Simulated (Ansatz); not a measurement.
Take the following structure.

```yaml
crystal:
  lattice:
    - [3.15433, 0.00000, 0.00000]
    - [0.00000, 3.15433, 0.00000]
    - [0.00000, 0.00000, 3.15433]
  atoms:
    - { symbol: W, position: [0.00000, 0.00000, 0.00000] }
    - { symbol: W, position: [0.50000, 0.50000, 0.50000] }
```

**Describe the structure that this file defines.**

The element is tungsten. Space group: Im-3m (No. 229). Lattice: body-centred cubic. In terms of structure types, this is body-centred cubic (W type). The cell holds two atoms. The coordination shell of W holds eight W in a cubic arrangement at 2.73 Å. Not all metal-metal contacts are counted. The bonds build a three-dimensional framework.

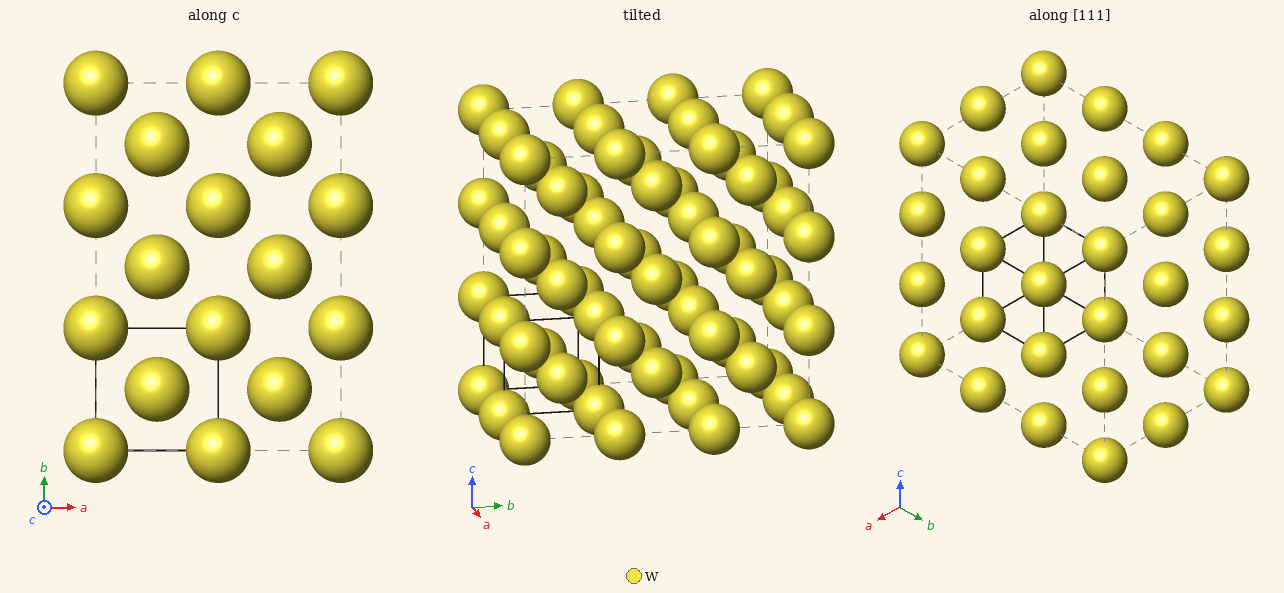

Shown here is a spheres-only view of the crystal, taken along the c axis, slightly off an axis and along [111]. 2×3×3 cells are drawn; the solid outline is the conventional unit cell. Colours: tungsten yellow.

Starting structure: a structure listed in the Materials Project. Earlier steps of the study may have refined or changed the cell and positions. A calculation with Ansatz used it as input.
